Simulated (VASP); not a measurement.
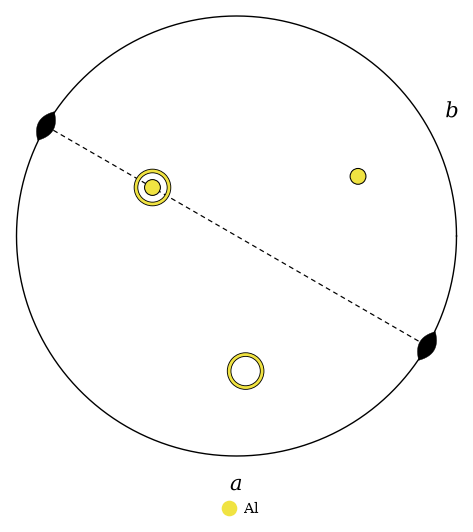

For Al2O3, the end point of a relaxation with VASP Kohn-Sham DFT of a periodic cell, BLYP, VASP PAW PBE potentials, recommended (VASP): directions from one oxygen atom at (0.306, 0.306, 1/4) to its bonded neighbours, in stereographic projection down c (filled: above the plane of the page or in it, open: below). The drawing is computed from the coordinates (standard cell, symmetry found to 0.002 Å).

Neighbours are counted up to 2.28 Å for Al. The symmetry elements of the site are drawn in: heavy lines are mirror planes (a heavy rim: a mirror in the plane of the page); lens, triangle, square and hexagon are 2-, 3-, 4- and 6-fold axes, a lens in an open square is −4, a triangle in an open hexagon −6; thin dashed diameters join the ends of axes that lie in the page; a small open circle marks inversion.

```
Al O
1.0
     4.83583    0.00000    0.00000
    -2.41791    4.18795    0.00000
     0.00000    0.00000   13.20931
Al O
12 18
Direct
  0.00000 0.00000 0.35241
  0.66667 0.33333 0.48092
  0.33333 0.66667 0.31426
  0.66667 0.33333 0.18574
  0.66667 0.33333 0.68574
  0.33333 0.66667 0.81426
  0.00000 0.00000 0.64759
  0.33333 0.66667 0.51908
  0.33333 0.66667 0.01908
  0.00000 0.00000 0.14759
  0.66667 0.33333 0.98092
  0.00000 0.00000 0.85241
  0.30629 0.30629 0.25000
  0.00000 0.69371 0.25000
  0.69371 0.00000 0.25000
  0.02704 0.36038 0.41667
  0.33333 0.97296 0.41667
  0.63962 0.66667 0.41667
  0.97296 0.63962 0.58333
  0.66667 0.02704 0.58333
  0.36038 0.33333 0.58333
  0.69371 0.69371 0.75000
  0.00000 0.30629 0.75000
  0.30629 0.00000 0.75000
  0.63962 0.97296 0.91667
  0.33333 0.36038 0.91667
  0.02704 0.66667 0.91667
  0.36038 0.02704 0.08333
  0.66667 0.63962 0.08333
  0.97296 0.33333 0.08333
```

Q: How many neighbours are there, and at what angles?

A: 4: 2 Al at 1.88 Å, 2 Al at 2.01 Å. Angles between bonds: 85° (1×), 94° (2×), 120° (1×), 132° (2×).

Q: What is the site's symmetry in the crystal?

A: Point group 2 (C2), order 2: one twofold axis. In R-3c, No. 167, hexagonal axes this is Wyckoff position 18e.
